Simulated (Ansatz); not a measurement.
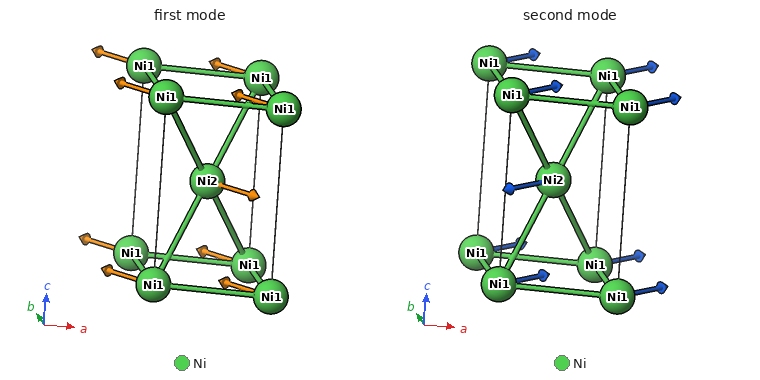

The system is Ni (Im-3m, No. 229; 2 atoms in the cell); the picture shows the reference structure; its two panels give the patterns of the first and the second mode as arrows. The energy is mapped over two normal modes frozen in (zone-centre modes of the 2-atom cell of this scan, which folds in the wave vector (0, 0, 1/2) of the primitive cell). Coordinates scanned: (1) amplitude of mode 1 (48i cm⁻¹), largest displacement; (2) amplitude of mode 5 (221 cm⁻¹), largest displacement. Nothing is relaxed (the cell and all other modes fixed). Grid: 7 × 7 points; 16 points were computed and 33 follow by symmetry. Points are written as (first, second). Energies are in meV per cell, from the relaxed high-symmetry cell. The runs have no spin polarisation; a magnetic state may lie lower. Method: DFT LDA, scalar-relativistic, plane waves, PAW in Ansatz. Settings: cutoff 520 eV, k-mesh 20×20×12 in the order of the run's cell vectors, gaussian smearing 0.15 eV, no spin polarisation.

Its coordinates:

```xyz
2
Lattice="-1.3591 1.3591 1.3591 1.3591 -1.3591 1.3591 2.7181 2.7181 0.0000" Properties=species:S:1:pos:R:3 pbc="T T T"
Ni    0.0000    0.0000    0.0000
Ni    1.3591    1.3591    1.3591
```

Range: amplitude of mode 1 (48i cm⁻¹), largest displacement from −0.182 to 0.182 Å; amplitude of mode 5 (221 cm⁻¹), largest displacement from −0.169 to 0.169 Å.

Predict the map.

The lowest grid point is at (−0.121 Å, 0.000 Å), −2.1 meV from the relaxed high-symmetry cell; the map holds 2 wells of about this depth. The reference structure, at (0.000 Å, 0.000 Å), is a saddle of this map. No other kind of well shows on this grid. The highest grid point, (0.000 Å, −0.169 Å), lies 283 meV above the lowest. The reference (Im-3m) is not the lowest structure on this map: a distortion lowers the energy (space group Cmcm at the lowest grid point).

```tsv
second ↓, first →	−0.182	−0.121	−0.061	0.000	0.061	0.121	0.182
0.169	232	256	274	281	274	256	232
0.113	110	118	127	131	127	118	110
0.056	32	29	31	33	31	29	32
0.000	5	−2	−1	0	−1	−2	5
−0.056	32	29	31	33	31	29	32
−0.113	110	118	127	131	127	118	110
−0.169	232	256	274	281	274	256	232
```

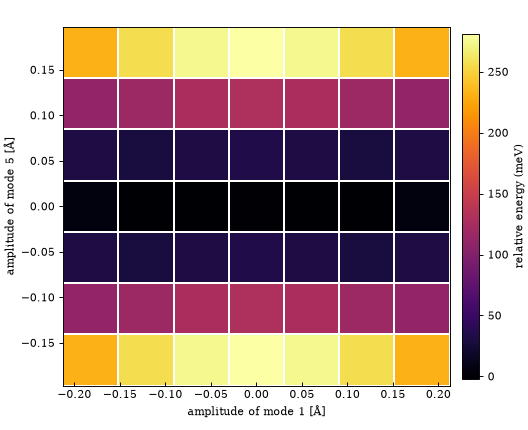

The picture shows one coloured cell a grid point.

Time for the 16 points that were run: 9.3 min on 2 threads of Arm Neoverse N1 (shared host).

PAW datasets: the set soft_1.
